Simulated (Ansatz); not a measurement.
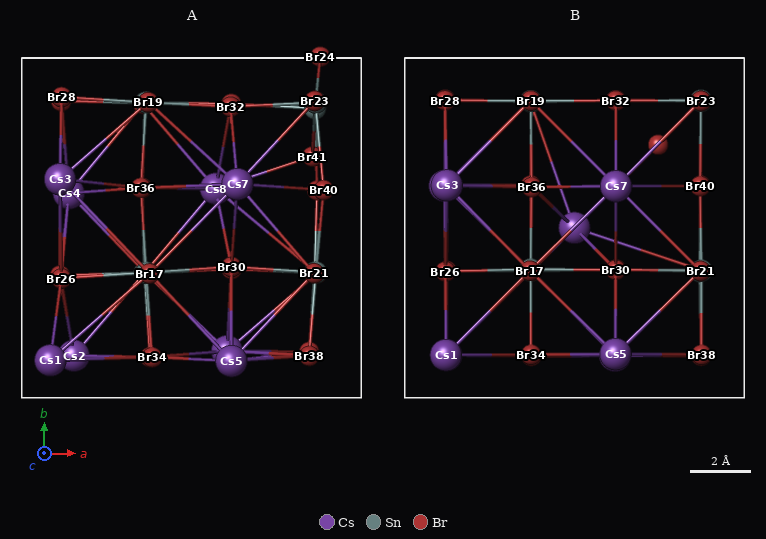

Two geometries of a defect cell of composition Cs8Sn8Br25 (cell charge +1), drawn at one scale. One is the start of a relaxation, the other its converged end. Style: ball-and-stick. Shown: the cell of the calculation (origin shifted), along the c axis.

All numbers below come from DFT, PBEsol, PAW, plane waves in Ansatz. (plane-wave cutoff 420 eV; k-point mesh 1 × 1 × 1; mesh shifted by (0.25, 0.25, 0.25); no spin polarisation; atoms relaxed in a fixed cell; force threshold 0.03 eV/Å; at most 80 steps)

**Which of the two is the end point?**

Structure A is the relaxed one. A Cs atom moves most: 1.56 Å along [2 3 0]. By element the largest moves are Cs 1.56 Å, Br 1.50 Å, Sn 0.77 Å. The cell stays as it was. Some distances before and after: Br–Cs 2.065 → 3.711 Å, Br–Cs 5.391 → 3.915 Å, Br–Cs 4.055 → 5.506 Å, Br–Cs 5.355 → 3.938 Å. New bonds form: Br–Cs (5.35 → 3.94 Å), Br–Cs (5.39 → 3.92 Å), Br–Sn (3.54 → 2.69 Å). Bonds break: Br–Br (2.06 → 3.39 Å), Br–Cs (4.05 → 5.51 Å), Br–Sn (2.90 → 3.81 Å). Among the angles between lasting bonds that change: Sn–Br–Sn 178.9° → 111.1°, Br–Sn–Br 89.7° → 153.5°, Br–Cs–Br 178.9° → 129.6°. After 21 geometry steps the energy has fallen by 11.264 eV per cell of the calculation. Largest force component: 18 eV/Å at the start, 0.023 eV/Å at the end. The run took 3.9 min on 7 threads of Arm Neoverse-V2, peak memory 2.3 GiB.

Limits of the set-up: the cell is charged, on a uniform background, and energies carry no finite-size correction.
